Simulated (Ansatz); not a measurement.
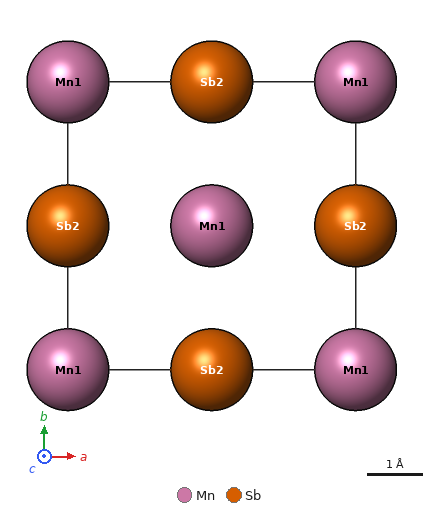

Solid MnSb (a generated structure, set up in Fm-3m), before the relaxation. The picture is a spheres-only view of the conventional cell (4 times the calculation's cell), seen along the c axis. Lengths and directions refer to the drawn axes.

Case: cell and atoms relaxed from a first guess.

These are results of DFT, PBE, PAW with Ansatz's default frozen-core files, scalar-relativistic (Ansatz 0.2.0), not measurements.

Input
```yaml
crystal:
  lattice:
    - [0.0, 2.6522269105, 2.6522269105]
    - [2.6522269105, 0.0, 2.6522269105]
    - [2.6522269105, 2.6522269105, 0.0]
  atoms:
    - { symbol: Mn, position: [0.0, 0.0, 0.0], spin: 4.0 }
    - { symbol: Sb, position: [0.5, 0.5, 0.5] }
magnetization:
  spin_polarized: true
kpoints:
  mp_grid: { grid: [11, 11, 11] }
scf:
  occupations: { method: fermi_dirac, width: 0.03 }
hamiltonian:
  xc: pbe
  pseudopotentials: { kind: paw }
output:
  forces: true
  stress: true
relax:
  f_tol: 0.005
  max_steps: 80
  cell: {}
```

Command:
```bash
ansatz run input.yaml --threads 1 --pin off --max-ram 3072MiB --backend cpu --events-out ev --progress --plain --runs-dir out
```

What does the optimiser find from here?

The energy falls by 106 meV per atom in 3 accepted moves (4 points after the start). All forces vanish by symmetry, so only the cell relaxes. Pressure: 12.51 GPa at the start and 0.04 GPa at the end. The SCF was repeated once at an unchanged geometry on a basis and grid sized afresh for the cell, which shifted the energy by 1.1 meV per atom at most. No atom moves by more than 0.005 Å relative to the cell. Cell: a = b = c 5.304 → 5.572 Å (+5.0 %). Volume +15.9 %. Near-neighbour distances that change, for instance: Mn1–Sb2 2.652 → 2.786 Å. The space group stays Fm-3m (No. 225).

Final geometry:

```
CELL_PARAMETERS angstrom
0.00000 2.78582 2.78582
2.78582 0.00000 2.78582
2.78582 2.78582 0.00000
ATOMIC_POSITIONS crystal
Mn 0.00000 0.00000 0.00000
Sb 0.50000 0.50000 0.50000
```

After the run, drawn alike:

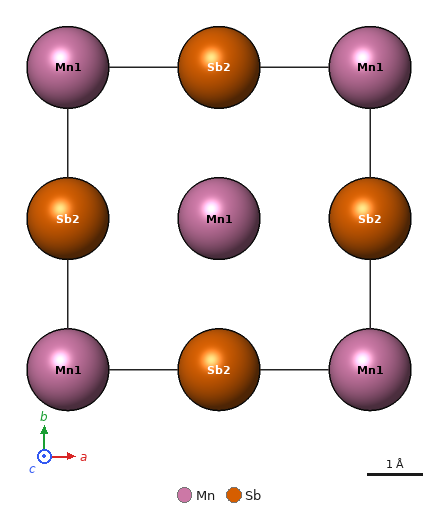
